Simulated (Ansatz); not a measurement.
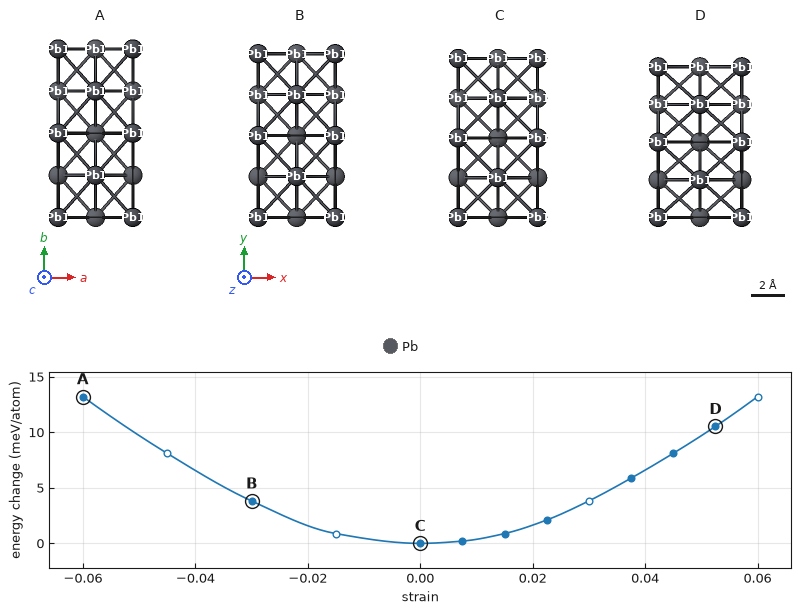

Energy scan for a crystal of Pb (Fm-3m), in which the cell is strained along x and oppositely along y, with the atoms kept at their fractional coordinates. x, y and z are the Cartesian axes of the input. The lettered frames are marked on the plot. Hollow markers are points alike by symmetry, not computed again. Style: ball-and-stick. Shown: the conventional cell (4 times the calculation's cell), repeated 1 × 2 × 1 with one cell outlined, along the c axis. Lengths and directions refer to the drawn axes.

The calculation used DFT PBE, scalar-relativistic, plane waves, PAW in Ansatz. Set-up: plane-wave cutoff 420 eV; k-point mesh 16 × 16 × 16; occupations gaussian; smearing width 0.15 eV; no spin polarisation. Energies (free energies at the smearing named) are counted from the cell as listed in its source, which wasn't relaxed.

Describe the profile.

Of the computed points the lowest is at the strain 0.00, 0.0 meV/atom. At the ends of the scan the energy is 13.2 meV/atom (−0.06) and 13.2 meV/atom (0.06). The unrelaxed reference is under a pressure of 2.7 GPa. The distortion takes the space group from Fm-3m to Fmmm. At the strain −0.06 the cell of the drawing goes a 4.940 → 4.643 Å, b 4.940 → 5.236 Å.
